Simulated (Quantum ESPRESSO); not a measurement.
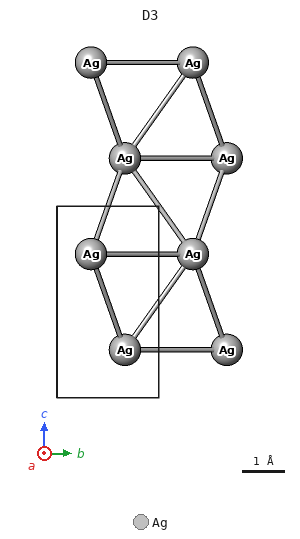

Crystalline Ag (set up in P6_3/mmc), relaxed (cell and atoms) with several dispersion corrections. The picture shows the result with D3. The picture is a ball-and-stick view of the cell of the calculation, repeated 1 × 2 × 2 with one cell outlined, seen along the a axis.

Computed with Quantum ESPRESSO 7.5: PBEsol, GBRV 1.5 PBEsol. (plane-wave cutoff 761.9 eV; k-point mesh 10 × 10 × 6; occupations fermi-dirac; smearing width 0.05 eV; optimiser LBFGS; no spin polarisation)

| dispersion correction | volume (Å³/atom) | a (Å) | c (Å) |
| --- | --- | --- | --- |
| D3 | 16.260 | 2.846 | 4.635 |
| D4 | ? | ? | ? |
| none | 16.679 | 2.870 | 4.675 |
| D3(BJ) | 16.133 | 2.838 | 4.626 |

One row is withheld. What does the calculation give there?

With D4 the volume falls between D3 (16.260) and none (16.679). The calculation gives 16.296 Å³/atom (a = 2.849 Å, c = 4.636 Å). In order of volume: D3(BJ) < D3 < D4 < none; the spread is 3.4 %.

Each member starts from this one structure; whether another phase lies lower wasn't checked.
